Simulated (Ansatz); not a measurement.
# Si$_{2}$Mo$_{5}$: what the fields show

```
Si Mo
1.0
     9.45470    0.00000    0.00000
     0.00000    9.45470    0.00000
     0.00000    0.00000    4.85066
Si Mo
8 20
Direct
  0.66819 0.16819 0.00000
  0.16819 0.66819 0.50000
  0.16819 0.33181 0.00000
  0.66819 0.83181 0.50000
  0.33181 0.83181 0.00000
  0.83181 0.33181 0.50000
  0.33181 0.16819 0.50000
  0.83181 0.66819 0.00000
  0.00000 0.50000 0.25000
  0.50000 0.00000 0.75000
  0.50000 0.00000 0.25000
  0.00000 0.50000 0.75000
  0.92638 0.21557 0.00000
  0.42638 0.71557 0.50000
  0.71557 0.42638 0.00000
  0.21557 0.92638 0.50000
  0.21557 0.07362 0.00000
  0.71557 0.57362 0.50000
  0.42638 0.28443 0.00000
  0.92638 0.78443 0.50000
  0.28443 0.57362 0.00000
  0.78443 0.07362 0.50000
  0.07362 0.78443 0.00000
  0.57362 0.28443 0.50000
  0.28443 0.42638 0.50000
  0.78443 0.92638 0.00000
  0.07362 0.21557 0.50000
  0.57362 0.71557 0.00000
```

Space group I4/mcm; a generated structure, not necessarily the stable one; computed without spin polarisation.

Theory: DFT PBE, scalar-relativistic, plane waves, PAW in Ansatz.

Core electrons are frozen (PAW), and the valence fields are smoothed inside the atomic spheres.

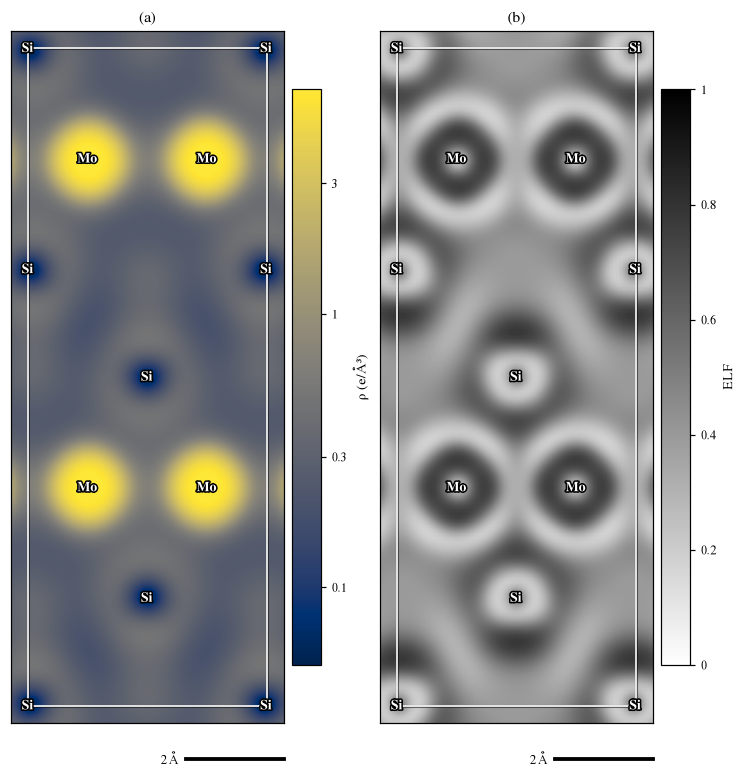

Figure 1. (a) valence electron density; (b) ELF on the (11̄0) plane of the conventional cell.

What does the map show?

Answer.
- Atoms in the plane: Si and Mo.
- Mo–Mo (2.43 Å): ρ is about 0.66 e/Å³ halfway; the ELF is about 0.30 at the midpoint.
- Si–Mo (2.55 Å): ρ at the midpoint is about 0.41 e/Å³; the ELF peaks at about 0.65 in the valence shell of Si, 0.9 Å from its nucleus, and is about 0.35 at the midpoint.
- Between the atoms the lowest density in this plane is 0.19 e/Å³.
- The features right at Mo lie inside the PAW spheres, where the map follows smoothed inner orbitals and isn't to be read closely.

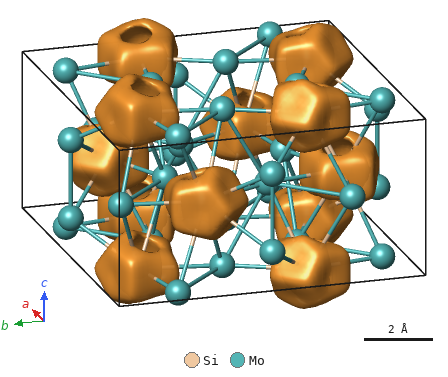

Figure 2. Isosurface of the ELF at 0.6 (orange), seen at an oblique angle. Core shells and regions of very low density are left out. Sticks mark near contacts.

Where are the electrons localised?

Answer. The surface consists of eight regions wrapped around Si (the valence shell of each), counted in one cell of 28 atoms. Any copies at cell faces, edges or corners count once. Along the contacts the grid gives the following. Si–Mo (2.48 Å): the ELF peaks at about 0.70 in the valence shell of Si, 0.9 Å from its nucleus, and is about 0.35 at the midpoint.

Does the calculation make it a metal, or give it a gap?

Answer. It is gapless in this calculation (a metal or semimetal).
